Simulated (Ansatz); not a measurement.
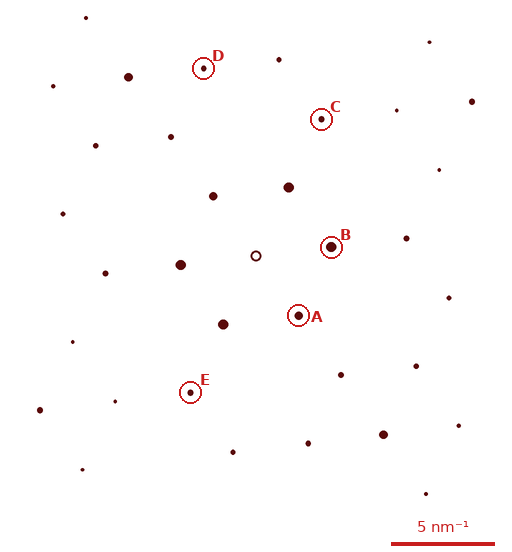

Kinematic zone-axis pattern, calculated for 300 keV electrons with B = 0.5 Å². The zone axis points towards the electron source and the pattern is seen from the source side.

The sample is MgO, space group P6_3mc (No. 186), a = 3.247 Å, c = 10.396 Å (hexagonal axes). Structure: the geometry relaxed with Ansatz, DFT r2SCAN, scalar-relativistic, plane waves, PAW; the starting structure was generated, so it need not be a known form of this composition.

```
Mg O
1.0
     3.24682    0.00000    0.00000
    -1.62341    2.81182    0.00000
     0.00000    0.00000   10.39618
Mg O
4 4
Cartesian
  1.6234 0.9373 10.3881
  0.0000 0.0000 2.5767
  0.0000 1.8745 5.1900
  0.0000 0.0000 7.7748
  1.6234 0.9373 1.9626
  0.0000 0.0000 4.5655
  0.0000 1.8745 7.1607
  0.0000 0.0000 9.7636
```

Spot A is indexed 0 -1 0 and spot B 1 -1 -1.

Question: Index the other marked spots.

Answer: C = −2A + 2B = 2 0 -2 (d = 1.357 Å). D = −3A + B = 1 2 -1 (d = 1.057 Å). E = 2A − 2B = -2 0 2 (d = 1.357 Å).

Question: Give [uvw].

Answer: The cross product of A and B is parallel to [101]; every spot obeys hu + kv + lw = 0.

Question: What are the spacings of A and B and the angle between them?

Answer: d(A) = 2.812 Å, d(B) = 2.714 Å, and the angle is 61.1°.
